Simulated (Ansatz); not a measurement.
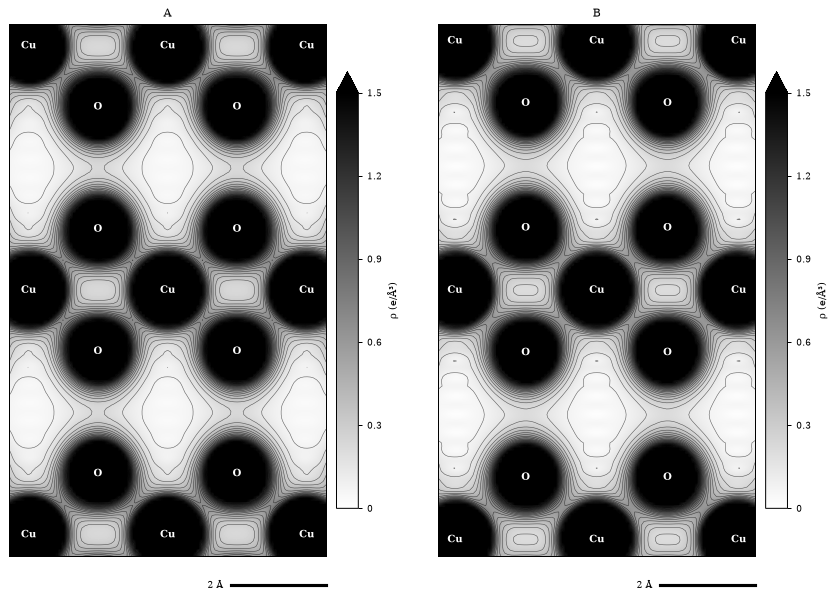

CuO. The valence pseudo-density of two cells that differ in size, on the (010) plane of each (indices in the axes of the calculation cell), at one length scale and on one colour scale; one has 10.8 and the other 11.5 Å³ an atom.

Space group Cccm; a structure from a database of computed crystals, not necessarily the ambient phase.

Method: Kohn-Sham DFT of a periodic cell, LDA, Ansatz PAW (Ansatz).

Which panel shows the smaller cell, and what does the compression change?

Panel A is the smaller cell, by 6 % in volume. From the larger cell to the smaller, Cu–O goes from 1.98 to 1.94 Å, and the density at its midpoint from 0.62 to 0.67 e/Å³; the pressure goes from −17 to −9 GPa.
